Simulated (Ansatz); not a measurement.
Read the following structure.

```
B N
1.0
     2.48860    0.00000    0.00000
    -1.24430    2.15519    0.00000
     0.00000    0.00000    9.66910
B N
3 3
Direct
  0.66667 0.33333 0.33299
  0.33333 0.66667 0.66632
  0.00000 0.00000 0.99966
  0.00000 0.00000 0.33261
  0.66667 0.33333 0.66594
  0.33333 0.66667 0.99927
```

### Before looking at a picture, describe the arrangement of atoms.

Composition: BN. The structure has R3m (No. 160) symmetry and a rhombohedral (trigonal R) lattice. Counting shared atoms by their share gives 3 B, 3 N, or 6 atoms. Around each B lie three N in a trigonal planar arrangement at 1.44 Å. About every N there are three B in a trigonal planar arrangement at 1.44 Å. The bonds build BN layers parallel to (001).

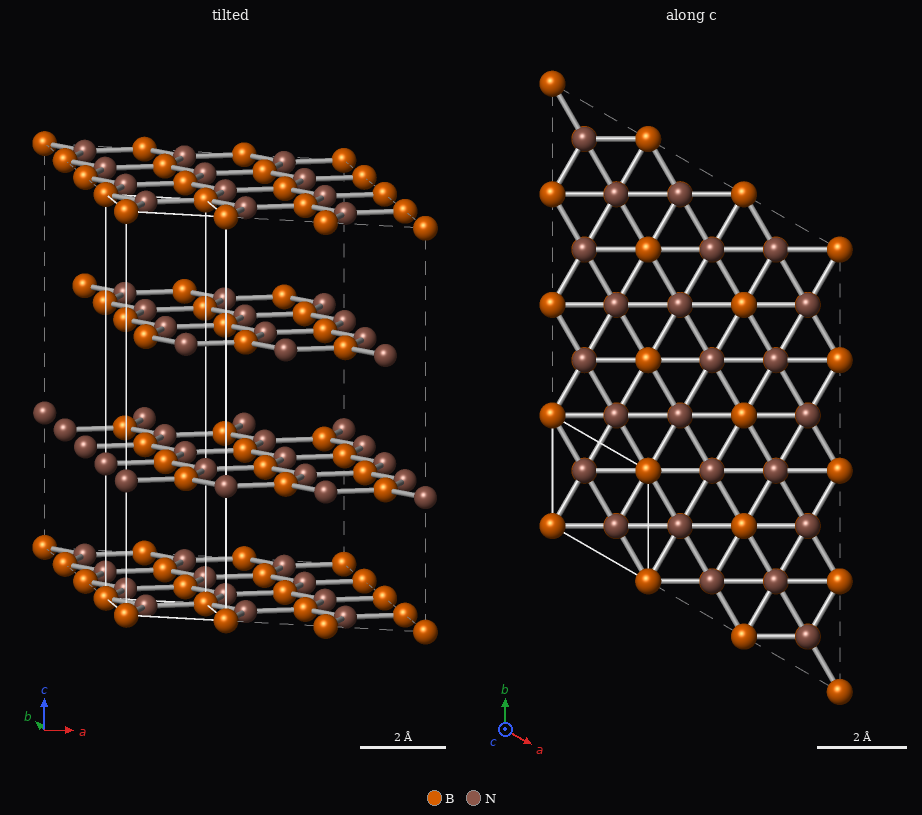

The image is a ball-and-stick drawing of a crystal, viewed slightly off an axis and along the c axis. Shown are 3×4×1 repeats of the conventional unit cell, one of them outlined in solid lines.

The initial geometry was a structure listed in the Materials Project. Earlier steps of the study may have refined or changed the cell and positions. A calculation with Ansatz used it as input.
